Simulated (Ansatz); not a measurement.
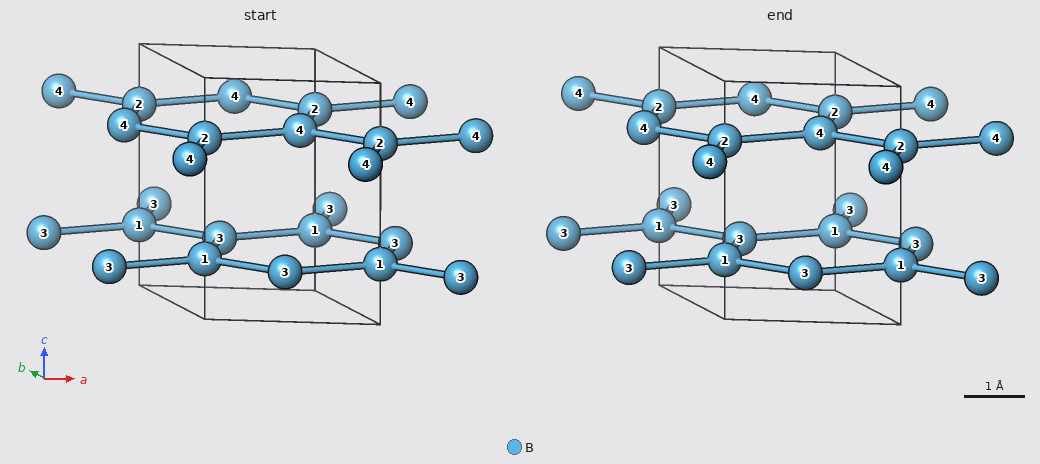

The structure of a crystal of B (a generated structure, set up in P6_3/mmc) before (left) and after (right) a relaxation, at one scale.

A ball-and-stick model of the cell of the calculation, seen slightly off an axis.

Case: C → B on all its sites, cell and atoms relaxed.

These are results of Ansatz, DFT r2SCAN, scalar-relativistic, plane waves, PAW, not measurements. Settings: plane-wave cutoff 500 eV; k-point mesh 18 × 18 × 10; occupations gaussian; smearing width 0.1 eV; no spin polarisation; cell and atoms relaxed; force threshold 0.01 eV/Å; at most 60 steps.

### Describe what moved and what it gained.

No atom moves by more than 0.005 Å relative to the cell. The drawn cell changes as follows: a = b 2.983 → 2.990 Å (+0.3 %), c 4.144 → 4.085 Å (−1.4 %); the volume changes by −0.9 %. Near-neighbour distances that change, for instance: B1–B3 1.722 → 1.727 Å. The space group stays P6_3/mmc (No. 194). The energy falls by 4.1 meV per cell of the calculation in 4 accepted moves (5 points after the start). All forces vanish by symmetry, so only the cell relaxes. The pressure goes from 0.18 to 0.00 GPa. The SCF was repeated once at an unchanged geometry on a basis and grid sized afresh for the cell, which shifted the energy by less than 0.05 meV per cell of the calculation at most.
